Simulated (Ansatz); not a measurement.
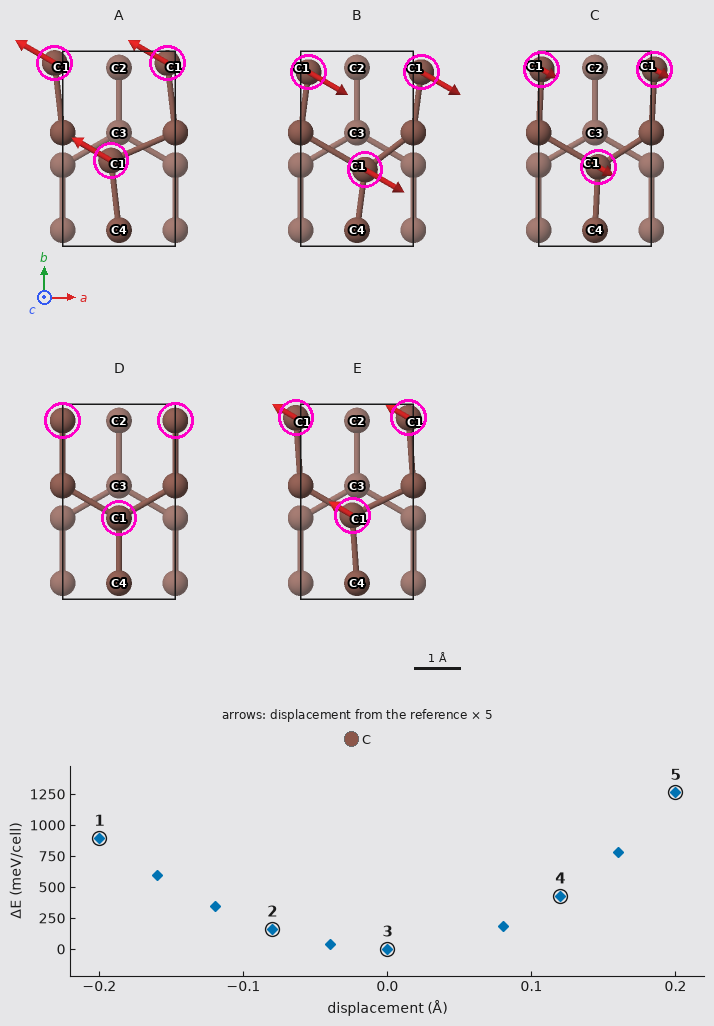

A scan of solid C (Fmmm): C1 (one in each cell of 4 atoms) is moved towards the nearest copy of atom 4 (C) at 1.423 Å, all else fixed. The frames are shuffled; the numbered points of the plot belong to them. A ball-and-stick model of the conventional cell (2 times the calculation's cell), seen along the c axis. The ringed atoms are those of the scanned coordinate. Red arrows: displacements from the reference. Lengths and directions refer to the drawn axes.

Computed with Ansatz 0.2.0, DFT PBE+D3(BJ), scalar-relativistic, plane waves, PAW. Settings: plane-wave cutoff 420 eV; k-point mesh 22 × 22 × 8; occupations gaussian; smearing width 0.15 eV; no spin polarisation. Energies (free energies at the smearing named) are counted from the relaxed crystal.

Match the frames to the points.

Answer. Point 1 is frame B (the displacement −0.20 Å, 893 meV/cell); 2 is frame C (the displacement −0.08 Å, 161 meV/cell); 3 is frame D (the displacement 0.00 Å, 0 meV/cell); 4 is frame E (the displacement 0.12 Å, 428 meV/cell); 5 is frame A (the displacement 0.20 Å, 1263 meV/cell). The lowest computed point lies at the displacement 0.00 Å (0 meV/cell). The curvature at zero is about 54 eV/Å². The well is lopsided: at ±0.20 Å the energy is 1.4 times higher on the positive side. At the highest point the shortest interatomic distance is 1.22 Å, against 1.42 Å in the reference. The distortion takes the space group from Fmmm to Pm.
